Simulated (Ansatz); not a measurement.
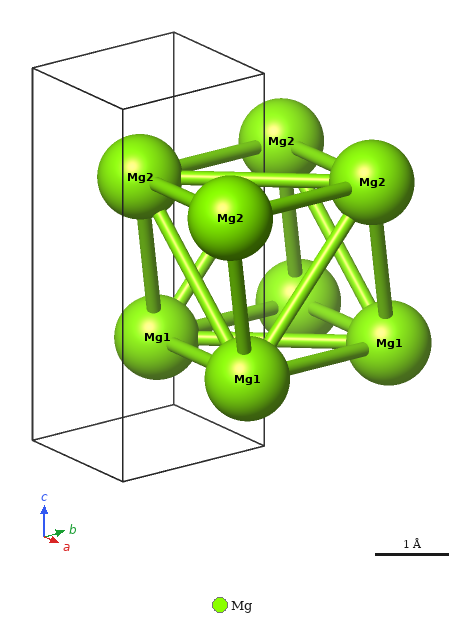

The input geometry of run 1 (ball-and-stick view of the cell of the calculation, repeated 2 × 2 × 1, seen slightly off an axis; atoms are numbered from 1 in the order of the input). An atom can appear more than once, as a periodic image. Near neighbours in the periodic cell (some may lie outside the picture): Mg has 12 Mg at 3.20 to 3.21 Å.

**Mg: a changed input and its effect**

System: Mg (P6₃/mmc, 2 atoms in the cell).
Method of run 1: DFT r2SCAN, scalar-relativistic, plane waves, PAW, no spin polarisation (Ansatz 0.2.0).

The structure derives from an entry of the Crystallography Open Database. Text and figures count atoms from 1; the logs count them from 0 in places.

### Input file, run 1
```yaml
crystal:
  lattice:
    - [3.2092715325, 0.0, 0.0]
    - [-1.6046357662, 2.7793106748, 0.0]
    - [0.0, 0.0, 5.21033]
  atoms:
    - { symbol: Mg, position: [0.3333333333, 0.6666666667, 0.25] }
    - { symbol: Mg, position: [0.6666666667, 0.3333333333, 0.75] }
basis:
  ecutwfc: 500
kpoints:
  mp_grid: { grid: [6, 6, 4] }
hamiltonian:
  xc: r2scan
scf:
  occupations: { method: gaussian, width: 0.1 }
output:
  forces: true
  stress: true
  eigenvalues: true
```

Launched with:
```bash
ansatz run input.yaml --threads 4 --pin off --max-ram 10240MiB --backend cpu --events-out ev --progress --plain --runs-dir out
```

Hardware: 4 threads of Intel Xeon (Sapphire Rapids), 32 GiB of memory available, shared host.

### Output, shortened to warnings, some set-up lines, iterations and results (run 1)
```
Basis set: ecut = 500 eV, 1165 PW (Γ), exchange–correlation on 96×96×160 points (64 copies of the dense FFT grid, shifted against one another)
Symmetry: 24 space group operations
k-points: 21 of 144
Initial density: superposition of atomic densities (neutral atoms: chi_scale 0, normalization atom), corrected by the library's trained network
[...]
SCF iter   1: F=—  HF=-3852.734999 eV  |F-HF|=—  |Δ(HF+E_count)|=         —  Δρ=7.43e-3  dr2=8.27e-3  dr2_τ=5.86e-4  ethr=1.77e-3  ⟨swp⟩=5.0  Hψ=1586  notcnv=0
SCF iter   2: F=—  HF=-3852.742742 eV  |F-HF|=—  |Δ(HF+E_count)|=   7.74e-3  Δρ=2.38e-3  dr2=1.28e-3  dr2_τ=4.21e-5  ethr=4.14e-5  ⟨swp⟩=2.0  Hψ=756  notcnv=0
SCF iter   3: F=—  HF=-3852.743257 eV  |F-HF|=—  |Δ(HF+E_count)|=   5.14e-4  Δρ=4.46e-4  dr2=7.77e-5  dr2_τ=1.68e-6  ethr=6.38e-6  ⟨swp⟩=2.0  Hψ=507  notcnv=0
SCF iter   4: F=—  HF=-3852.743289 eV  |F-HF|=—  |Δ(HF+E_count)|=   3.29e-5  Δρ=2.68e-5  dr2=3.03e-7  dr2_τ=9.27e-9  ethr=3.88e-7  ⟨swp⟩=1.5  Hψ=410  notcnv=0
SCF iter   5: F=-3852.743290 eV  HF=-3852.743290 eV  |F-HF|=7.43e-9  |Δ(HF+E_count)|=   3.59e-7  Δρ=3.91e-6  dr2=2.75e-9  dr2_τ=5.99e-10  ethr=1.52e-9  ⟨swp⟩=2.2  Hψ=476  …
SCF iter   6: F=-3852.743290 eV  HF=-3852.743290 eV  |F-HF|=5.41e-11  |Δ(HF+E_count)|=   8.31e-9  Δρ=5.62e-7  dr2=1.11e-10  dr2_τ=3.82e-12  ethr=1.37e-11  ⟨swp⟩=1.8  Hψ=911  …
SCF 1 converged in 6 iterations: F = -3852.743290 eV  dr2 = 1.11e-10
SCF converged after 6 iterations
Free energy (F): -3852.743290 eV
Harris-Foulkes:  -3852.743290 eV  (|F-HF|=5.41e-11)
Internal energy: -3852.737032 eV  (E = F + TS)
E sigma→0 (E₀):  -3852.740161 eV
Entropy (-TS):   -0.006258 eV (-3.129 meV/atom)
Fermi energy:    5.383575 eV
--- Per-component energies (eV) ---
  E_band       = -745.697324
  E_kinetic    = 148.446669
  E_local      = -3252.909588  (includes V_loc(G=0)·N_el)
  E_nonlocal   = 191.729327
  E_hartree    = 1162.700023
  E_xc         = -52.601941
  E_vxc        = -76.391595  (∫ρ·V_xc dr)
  E_paw        = -592.651416  (= ΣΔE_a)
  E_vpaw       = -86.972690  (= ΣTr[D̂ρ^β])
  E_aug_tail   = -0.000003  (compensation charges beyond the density's cutoff)
  E_vtau       = 5.000872  (kinetic-family band-sum trace: ∫τ·v_τ [+ j·A + Jᵃ·Aᵃ] dr)
  E_ewald      = -1457.397688
  E_core_change = -0.052416  (= ΣΔE_core)
  E_smearing   = -0.006258  (= −TS)
  E_closure    = -0.000000  (closes the sum)
  Σ components = -3852.743290   (vs F -3852.743290, Δ=0.00e0)
--- Forces (eV/Å), atoms counted from 1 ---
  atom   1  Mg     0.00000000     0.00000000     0.00000000
  atom   2  Mg    -0.00000000    -0.00000000    -0.00000000
  max |Σ_I F_I| component: 9.25e-18 eV/Å
--- Stress (GPa, compression-positive) ---
       -1.236391      -0.000000      -0.000000
       -0.000000      -1.236391       0.000000
       -0.000000       0.000000      -0.452523
  P = ⅓ Tr σ = -0.9751 GPa (-9.751 kbar)
```

The input of run 2 differs as follows (lines with − go, lines with + come):
```diff
-    - [3.2092715325, 0.0, 0.0]
-    - [-1.6046357662, 2.7793106748, 0.0]
-    - [0.0, 0.0, 5.21033]
+    - [3.1895696209, 0.0, 0.0]
+    - [-1.5947848104, 2.7622483189, 0.0]
+    - [0.0, 0.0, 5.116974145]
-  mp_grid: { grid: [6, 6, 4] }
+  mp_grid: { grid: [14, 14, 6] }
+  convergence: { dr2_threshold: 1.0e-08 }
```

Predict how the results change.

With the same functional and potentials, run 2 lies 38.8 meV per atom lower (other lines of the input change too). The pressure goes from −0.98 to 0.10 GPa. The volume per atom goes from 23.24 to 22.54 Å³. The number of SCF iterations is the same. The irreducible k-points go from 21 to 96. The plane waves at Γ go from 1165 to 1117.

### Output, shortened to warnings, some set-up lines, iterations and results (run 2)
```
Warning: output.stress: scf.convergence.dr2_threshold = 1e-8 eV is looser than the 2e-10 eV advised for a printed stress (1e-10 eV for each atom of the cell: 2). What an SCF threshold leaves in a stress goes as its square root, and in the free energy as the threshold itself, and one threshold admits the most on a small cell: of the crystals measured, under no hybrid functional and no lock of the …
Basis set: ecut = 500 eV, 1117 PW (Γ), exchange–correlation on 96×96×160 points (64 copies of the dense FFT grid, shifted against one another)
Symmetry: 24 space group operations
k-points: 96 of 1176
Initial density: superposition of atomic densities (neutral atoms: chi_scale 0, normalization atom), corrected by the library's trained network
[...]
SCF iter   1: F=—  HF=-3852.812702 eV  |F-HF|=—  |Δ(HF+E_count)|=         —  Δρ=7.45e-3  dr2=8.03e-3  dr2_τ=6.48e-4  ethr=1.77e-3  ⟨swp⟩=5.0  Hψ=7209  notcnv=0
SCF iter   2: F=—  HF=-3852.820304 eV  |F-HF|=—  |Δ(HF+E_count)|=   7.60e-3  Δρ=3.09e-3  dr2=1.95e-3  dr2_τ=5.69e-5  ethr=4.02e-5  ⟨swp⟩=2.0  Hψ=3454  notcnv=0  defer=2
SCF iter   3: F=—  HF=-3852.820830 eV  |F-HF|=—  |Δ(HF+E_count)|=   5.26e-4  Δρ=6.42e-4  dr2=1.19e-4  dr2_τ=3.98e-6  ethr=9.74e-6  ⟨swp⟩=2.3  Hψ=2168  notcnv=0  defer=2
SCF iter   4: F=—  HF=-3852.820903 eV  |F-HF|=—  |Δ(HF+E_count)|=   7.26e-5  Δρ=4.76e-5  dr2=8.37e-7  dr2_τ=3.07e-8  ethr=5.95e-7  ⟨swp⟩=2.0  Hψ=1595  notcnv=0  defer=2
SCF iter   5: F=—  HF=-3852.820903 eV  |F-HF|=—  |Δ(HF+E_count)|=   2.24e-7  Δρ=5.36e-6  dr2=9.33e-9  dr2_τ=4.57e-10  ethr=4.19e-9  ⟨swp⟩=2.9  Hψ=2238  notcnv=0  defer=2
SCF iter   6: F=-3852.820903 eV  HF=-3852.820903 eV  |F-HF|=7.73e-12  |Δ(HF+E_count)|=   1.04e-8  Δρ=3.70e-7  dr2=7.40e-11  dr2_τ=3.19e-12  ethr=4.66e-11  ⟨swp⟩=2.4  Hψ=4909  …
SCF 1 converged in 6 iterations: F = -3852.820903 eV  dr2 = 7.40e-11
SCF converged after 6 iterations
Free energy (F): -3852.820903 eV
Harris-Foulkes:  -3852.820903 eV  (|F-HF|=7.73e-12)
Internal energy: -3852.817619 eV  (E = F + TS)
E sigma→0 (E₀):  -3852.819261 eV
Entropy (-TS):   -0.003284 eV (-1.642 meV/atom)
Fermi energy:    5.868501 eV
--- Per-component energies (eV) ---
  E_band       = -740.143218
  E_kinetic    = 148.792141
  E_local      = -3229.249516  (includes V_loc(G=0)·N_el)
  E_nonlocal   = 191.762675
  E_hartree    = 1153.464322
  E_xc         = -52.871323
  E_vxc        = -76.754690  (∫ρ·V_xc dr)
  E_paw        = -592.489125  (= ΣΔE_a)
  E_vpaw       = -86.626505  (= ΣTr[D̂ρ^β])
  E_aug_tail   = -0.000003  (compensation charges beyond the density's cutoff)
  E_vtau       = 5.004029  (kinetic-family band-sum trace: ∫τ·v_τ [+ j·A + Jᵃ·Aᵃ] dr)
  E_ewald      = -1472.174373
  E_core_change = -0.052416  (= ΣΔE_core)
  E_smearing   = -0.003284  (= −TS)
  E_closure    = 0.000000  (closes the sum)
  Σ components = -3852.820903   (vs F -3852.820903, Δ=0.00e0)
--- Forces (eV/Å), atoms counted from 1 ---
  atom   1  Mg     0.00000000     0.00000000     0.00000000
  atom   2  Mg    -0.00000000    -0.00000000     0.00000000
  max |Σ_I F_I| component: 1.39e-17 eV/Å
--- Stress (GPa, compression-positive) ---
       -0.166270      -0.000000       0.000000
       -0.000000      -0.166270       0.000000
        0.000000       0.000000       0.646995
  P = ⅓ Tr σ = 0.1048 GPa (1.048 kbar)
```

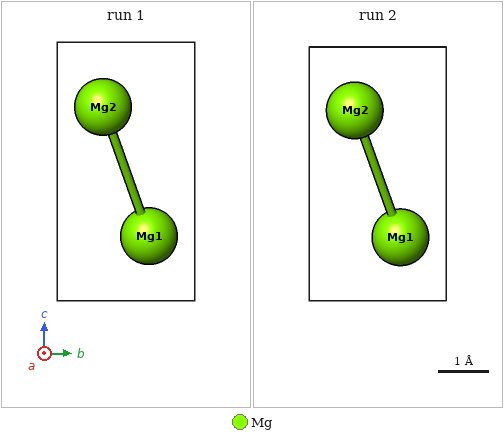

The two input geometries at one scale (ball-and-stick view of the cell of the calculation, along the a axis). The atoms keep their places relative to the cell (all moves are under 0.005 Å). Cell: a = b 3.209 → 3.190 Å (−0.6 %), c 5.210 → 5.117 Å (−1.8 %). Volume −3.0 %. Among the contacts that change: Mg1–Mg2 3.197 → 3.152 Å, Mg1–Mg1 3.209 → 3.190 Å.

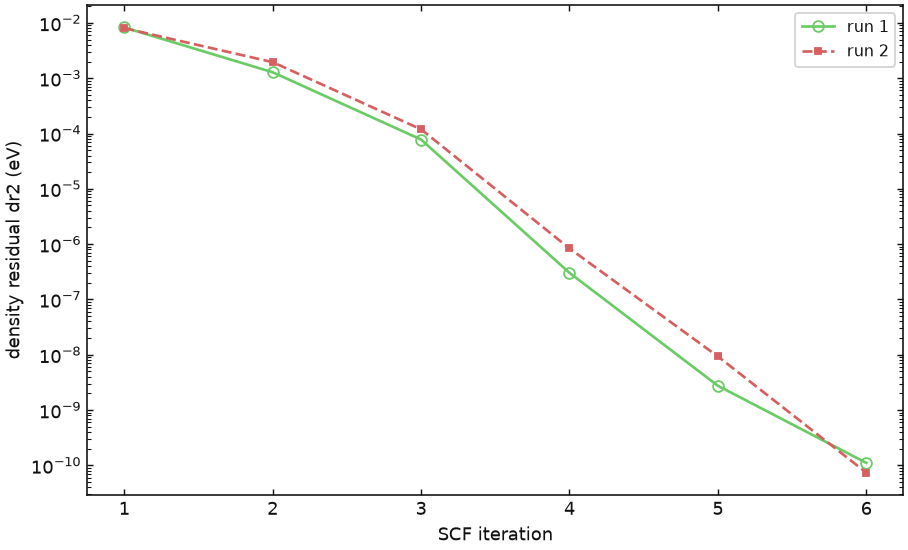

Convergence of the two runs: density residual dr2 against the SCF iteration. Run 1 takes 6 iterations in all, and run 2 takes 6.

### The two runs side by side

```csv
quantity,run 1,run 2
outcome,converged,converged
free energy per atom (eV),−1926.3716,−1926.4105
"energy per atom, smearing taken to zero (eV)",−1926.3701,−1926.4096
gap on the mesh (eV),0.00,0.00
pressure (GPa),−0.98,0.10
volume per atom (Å³),23.24,22.54
largest force (eV/Å),0.000,0.000
SCF iterations,6,6
irreducible k-points,21,96
plane waves at Γ,1165,1117
wall time (shared host),0.55 s,1.2 s
```

For run 2: These settings are looser than, or depart from, a standard set-up, so the numbers are not reference values for this system. Warnings: the SCF threshold is looser than advised for the printed stress.
